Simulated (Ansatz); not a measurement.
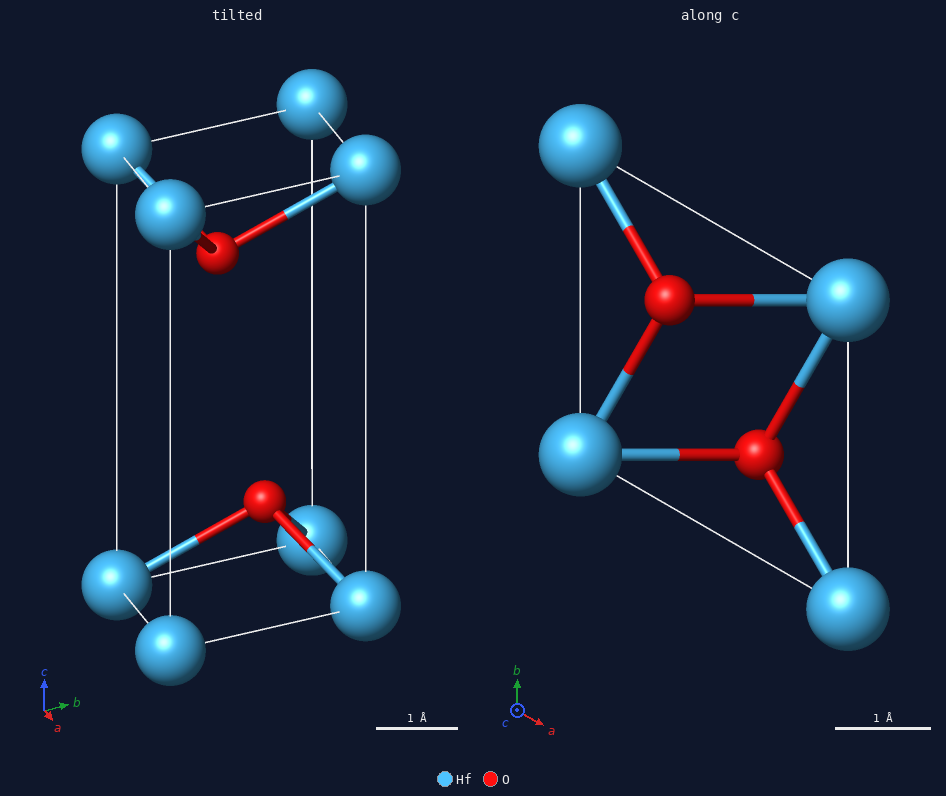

View slightly off an axis and along the c axis, drawn as a ball-and-stick model. The conventional unit cell is outlined; an atom on or near a face, edge or corner is repeated at each equivalent position. Cell: a = 3.25 Å, b = 3.25 Å, c = 5.60 Å, α = 90.00°, β = 90.00°, γ = 120.00°.

The structure comes from a structure type filled with these elements by a generator (whether the compound takes this form wasn't checked). Earlier steps of the study may have refined or changed the cell and positions. It was run through Ansatz as a DFT input.

What is this?

Its composition is HfO2. The lattice is primitive hexagonal and the space group P-3m1 (No. 164). The arrangement is known as cadmium iodide (CdI₂, 1T) type. With Z = 1, the cell contains 1 Hf, 2 O. Hf is surrounded by six O in a distorted octahedral arrangement at about 2.1 Å. O bonds to three Hf in a trigonal pyramidal arrangement at about 2.1 Å. Not all metal-metal contacts are counted. The bonds build HfO2 layers parallel to (001).

Run with Ansatz 0.2.0, DFT PBE, scalar-relativistic, plane waves, PAW and these settings: a 420 eV plane-wave basis, a 12×12×6 k-point mesh, Gaussian smearing of 0.05 eV, no spin polarisation.

Classify it as metallic or gapped, with the value.

An insulator at this level, with a gap of 4.76 eV, indirect.

What does a Bader analysis give?

Hf +2.60 e; O -1.30 e.

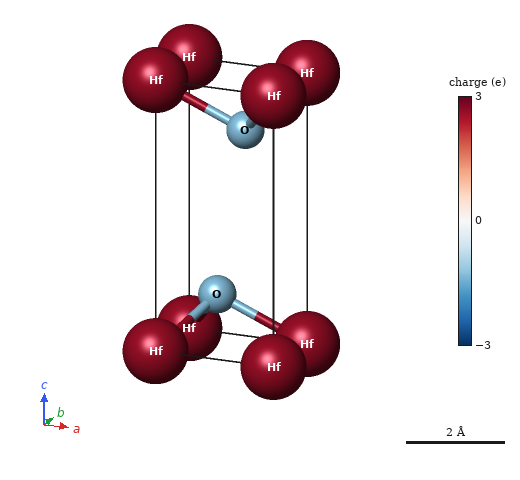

The atoms coloured by those charges. The run's cell of 3 atoms is drawn.

Do the forces and the stress vanish for this geometry?

Yes. All forces vanish to within 0.01 eV/Å. The pressure is 0.0 GPa, close to zero.
